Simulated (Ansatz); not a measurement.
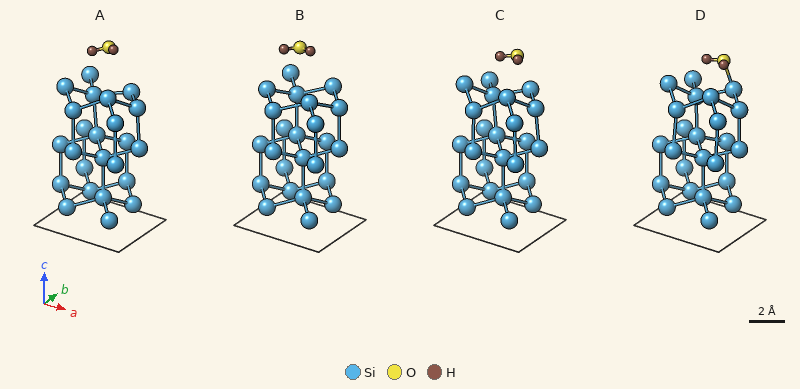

4 geometries from one constrained relaxation of a slab of composition Si24H2O (cut from the Fd-3m phase), in shuffled order. A ball-and-stick model of the cell of the calculation, outlined in the plane, without the vacuum (origin shifted), seen slightly off an axis.

Case: 1 H2O a cell, flat, over a bridge Si-Si site. The slab is the (1 1 1) face of Si with H2O on it. 12 atoms are held fixed.

The calculation used DFT PBE+D3(BJ), scalar-relativistic, plane waves, PAW (Ansatz 0.2.0). Set-up: plane-wave cutoff 420 eV; k-point mesh 3 × 3 × 1; occupations gaussian; smearing width 0.05 eV; no spin polarisation; dipole correction; atoms relaxed in a fixed cell; force threshold 0.04 eV/Å; at most 100 steps.

**Order the frames from highest to lowest energy.**

B, A, C, D. They are steps 0, 4, 8, 15, at +0.764 eV per cell of the calculation, +0.481 eV per cell of the calculation, +0.178 eV per cell of the calculation relative to the last. The largest moves, 1.56 Å, are those of O and H atoms. Largest moves by element: O 1.56 Å, H 1.55 Å, Si 0.42 Å. The cell stays as it was. Among the contacts that change: O–Si 3.064 → 1.972 Å, Si–Si 2.316 → 2.383 Å, Si–Si 2.415 → 2.350 Å, Si–Si 2.316 → 2.356 Å. New bonds form: O–Si (3.06 → 1.97 Å). Bond angles that change, for instance: Si–Si–Si 107.2° → 90.8°, Si–Si–Si 107.2° → 94.9°, Si–Si–Si 107.2° → 118.7°. Over 14 accepted moves (15 points after the start) the energy falls by 0.764 eV per cell of the calculation. The largest force component goes from 0.73 to 0.023 eV/Å. 1 step only repeated the SCF at the same geometry. Cost: 10 min on 2 threads of Arm Neoverse V1 (shared host), peak memory 1.6 GiB.

Limits of the set-up: the periodic images lie only 7.7 Å apart, so the values are limited by the cell's size.
